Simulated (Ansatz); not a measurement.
ZnCu

The calculation's input:

```
crystal:
  lattice:
    - [2.79775, 0.0, 0.0]
    - [0.0, 2.79775, 0.0]
    - [0.0, 0.0, 2.79775]
  atoms:
    - { symbol: Zn, position: [0.5, 0.5, 0.5] }
    - { symbol: Cu, position: [0.0, 0.0, 0.0] }
basis:
  ecutwfc: 420
kpoints:
  mp_grid: { grid: [16, 16, 16] }
hamiltonian:
  xc: pbesol
scf:
  occupations: { method: gaussian, width: 0.15 }
output:
  forces: true
  stress: true
  eigenvalues: true
  write_density: true
  write_potential: true
  elf: true
  volumetric_format: npy
```

Launched as:

```sh
ansatz run input.yaml --threads 1 --pin off --max-ram 2560MiB --backend cpu --events-out ev --progress --plain --runs-dir out
```

Below, planes, directions and counts refer to the conventional cell (a = 2.80 Å, b = 2.80 Å, c = 2.80 Å, α = 90.00°, β = 90.00°, γ = 90.00°).

Space group Pm-3m; changed on purpose from its base cell (strain -0.050 along x and y, -0.050 along z, atoms carried along); computed pressure about 21 GPa in this cell; computed without spin polarisation.

The calculation used Ansatz 0.2.0, DFT PBEsol, scalar-relativistic, plane waves, PAW.

> Predict the electron localisation function between the atoms.

Zn–Cu (2.42 Å): the ELF is about 0.25 at the midpoint; no localised pair shows between them.

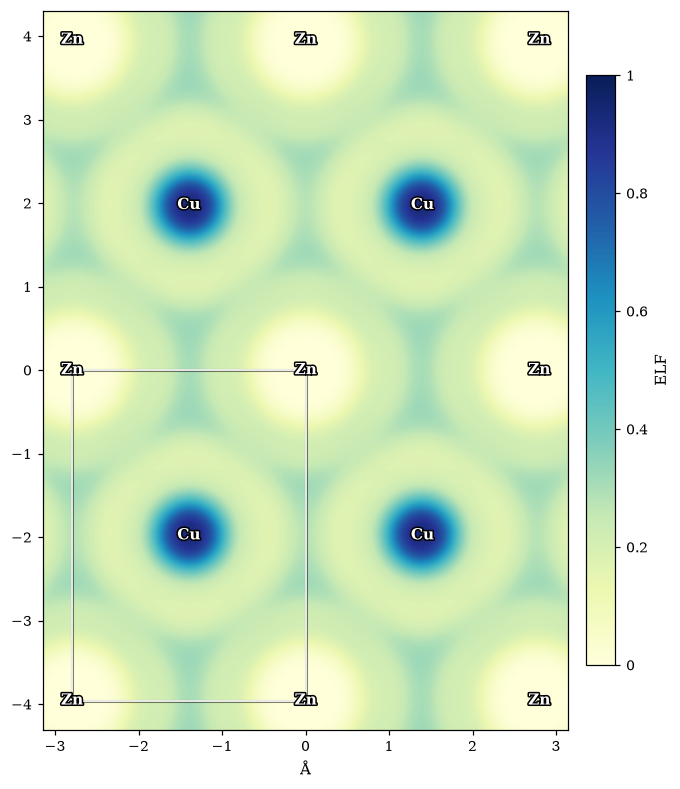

Computed electron localisation function on the (011) plane of the conventional cell. 

Core electrons are frozen (PAW), and the valence fields are smoothed inside the atomic spheres.
